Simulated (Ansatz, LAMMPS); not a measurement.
## Aqueous Cs+ and F-, 4.0 mol of salt per kg of water on CaO(100) at 400 K (152 atoms): a reference run and its variants

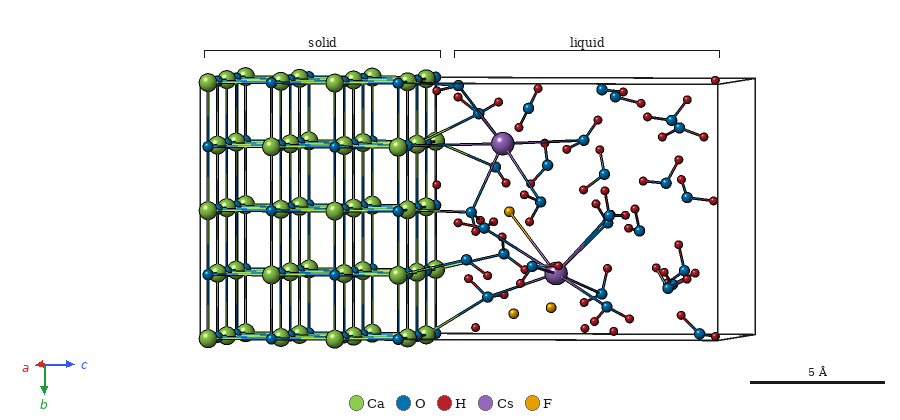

The cell (calcium green, oxygen blue, hydrogen red, caesium purple, fluorine orange). Bonds to atoms that aren't drawn are left out. Some periodic images of atoms are drawn too.

The cell holds 152 atoms: 32 Ca, 60 O, 56 H, 2 Cs and 2 F. Its edges and angles: a = 9.620 Å, b = 9.620 Å, c = 19.647 Å, α = 90.0°, β = 90.0°, γ = 90.0°. It derives from CaO (CaO(100), 4 layers, 2 x 2 surface cells, a = 4.81 A). 28 H2O, 2 Cs+, 2 F- placed at random, at 1.48 g/cm³, on a fixed slab of CaO(100), 4 layers, 2 x 2 surface cells, a = 4.81 Å, filling the gap to the slab's periodic image; overlaps pushed apart, then 10 ps at 420 K with Joung-Cheatham ions (J. Phys. Chem. B 112, 9020 (2008)); SPC/E water (Berendsen, Grigera and Straatsma, J. Phys. Chem. 91, 6269 (1987)); UFF radii (Rappe et al., J. Am. Chem. Soc. 114, 10024 (1992)) and scaled formal charges on the fixed solid; charges of ions scaled by 0.85. Snapshot after 20 ps at 400 K and fixed volume. Regions: solid, 64 atoms (32 Ca and 32 O); liquid, 88 atoms (28 O, 56 H, 2 Cs and 2 F).

Geometry: as built.

Reference run: Kohn-Sham DFT, PBE+D3(BJ), PAW (set soft_2), plane waves (Ansatz 0.2.0), cutoff 420 eV, Γ point, fixed occupations.

| Quantity | Value |
| --- | --- |
| r.m.s. force component | 0.5072 eV/Å |
| pressure | -1.964 GPa |
| gap (highest filled to lowest empty level) | 2.664 eV |
| SCF cycles | 11 |
| time | 32 s on 8 threads of Arm Neoverse V1, shared host |

**Question.** The same geometry is run again with each of these changes. How far do the results move, and how long does each run take?
- support functions low
- support functions medium
- support functions medium, radius 3.44 Å
- support functions medium, radius 3.68 Å
- scf.convergence.dr2_threshold = 1e-06, scf.initial_density.chi_scale = 0.1, scf.mixing.algorithm = "anderson" and scf.mixing.beta = 0.9

Differences are against the plane-wave reference (Kohn-Sham DFT, PBE+D3(BJ), PAW (set soft_2), plane waves), whose r.m.s. force component is 0.507 eV/Å. Energies are set beside the reference only for runs with its functional, potentials and electron count. Times are for 8 threads of Arm Neoverse V1, shared host. The reference's time includes the DOS, ELF, the stress and grids, which some other runs skip.

```
                                                                                                                                    run  Δ force, r.m.s. (meV/Å)  share of r.m.s. force (%)  Δ energy (meV/atom)  Δ pressure (GPa)  Δ gap (eV)  cycles     time  host memory (GiB)
                                                                                                                              reference                        -                          -                    -                 -           -      11     32 s                2.8
                                                                                                                  support functions low                     9.61                       1.89                -4.91                 -     -9.0e-4      31  2.9 min                5.0
                                                                                                               support functions medium                      9.5                       1.87                -4.91                 -     -9.0e-4      33  3.2 min                5.3
                                                                                                support functions medium, radius 3.44 Å                     9.59                       1.89                -4.91                 -     -0.0011      31  2.7 min                5.1
                                                                                                support functions medium, radius 3.68 Å                     9.39                       1.85                -4.91                 -     -0.0022      42  4.5 min                5.5
scf.convergence.dr2_threshold = 1e-06, scf.initial_density.chi_scale = 0.1, scf.mixing.algorithm = "anderson" and scf.mixing.beta = 0.9                    0.019                     0.0037                    0                 0           0      36  3.7 min                2.9
```

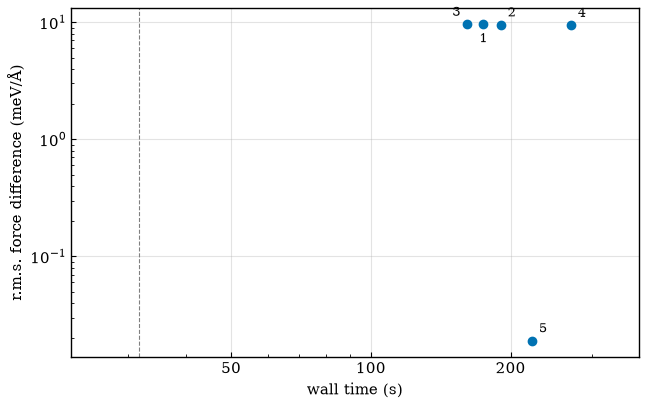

Force difference from the reference against wall time; the dashed line marks the reference's time. Points: 1 support functions low; 2 support functions medium; 3 support functions medium, radius 3.44 Å; 4 support functions medium, radius 3.68 Å; 5 scf.convergence.dr2_threshold = 1e-06, scf.initial_density.chi_scale = 0.1, scf.mixing.algorithm = "anderson" and scf.mixing.beta = 0.9.

Among numerical settings the force difference runs from 0.019 meV/Å (scf.convergence.dr2_threshold = 1e-06, scf.initial_density.chi_scale = 0.1, scf.mixing.algorithm = "anderson" and scf.mixing.beta = 0.9) to 9.6 meV/Å (support functions low). At 152 atoms the fastest of the runs at a preset level, support functions low, takes roughly 5.5 times the time of plane waves (whose run also made extra analyses, so the like-for-like ratio is larger), in 31 SCF cycles against 11. Differences between support functions and plane waves include what basis error the plane-wave run still has. The force difference hardly changes among these support-function runs, which points to the basis of the plane-wave reference as its main source. 

[Logs are printed without paths, hosts, clocks, repeated set-up lines and the standing remarks that a program may print on its own settings, such as how far it seeks lower states.]

[Hosts, paths, dates, database ids (printed as entryN), source tags and the programs' standing remarks are cut or masked in the printed files.]
